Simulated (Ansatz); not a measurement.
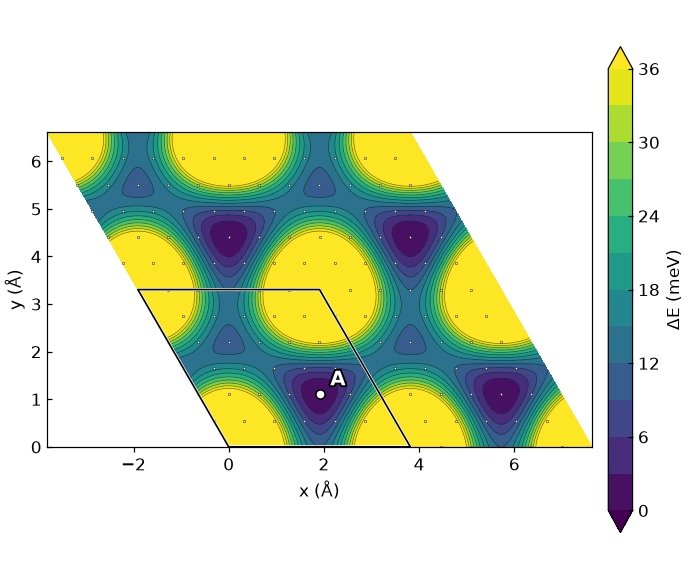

N₂ on a Si(001) slab cut from the P6_3/mmc phase, its upper half relaxed before the scan (6 atoms of substrate and one adsorbate in a 1 × 1 cell). N2 is moved over the surface cell at a fixed height above a rigid substrate; the origin of the map has the adsorbate above Si6; the height is held at 3.10 Å. Places are given modulo a cell vector. The map is drawn in real space over the plane of the surface. The grid has 6 × 6 points; 10 points were computed and 26 follow by symmetry. All energies are given in meV relative to the lowest grid point. With one adsorbate in each 1 × 1 cell, its nearest image is 3.8 Å away, so neighbouring adsorbates interact. At a fixed height the lowest place need not be the adsorption site. Computed with DFT PBE+D3(BJ), scalar-relativistic, plane waves, PAW (Ansatz 0.2.0). Settings: cutoff 420 eV, k-mesh 9×9×1, gaussian smearing 0.05 eV, no spin polarisation.

In the figure: filled contours, dots at the grid points, the outline of one cell of the 2 × 2 shown, one colour for all values above the top of the scale, the point A. Between grid points the surface is interpolated.

What is the easiest way out of the well at A, and how high is the barrier?

Answer. The easiest path leads from the well at a threefold hollow, (4/6, 2/6) of the cell vectors to the well at a threefold hollow over a second-layer Si atom, (2/6, 4/6) of the cell vectors, about 11 meV higher. Its highest point lies about 13 meV above the bottom of the first well on the interpolated surface, at about (0.10, 0.55) of the cell vectors. Seen from the upper well the barrier is about 2.9 meV. This is the barrier on the constrained surface; relaxing the other coordinates would change it.

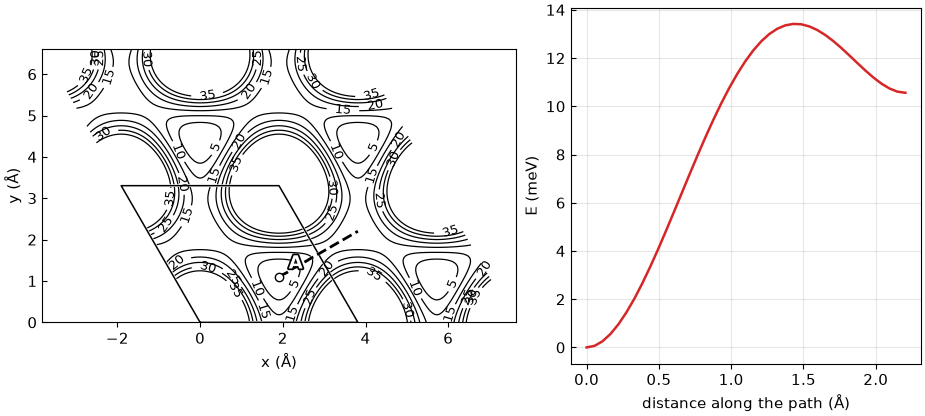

Drawn: contour lines labelled in meV (none above 35), a line along the lowest path, the outline of one cell of the 2 × 2 shown, the energy along the path at the right. Between grid points the surface is interpolated.

PAW datasets: the set soft_1.
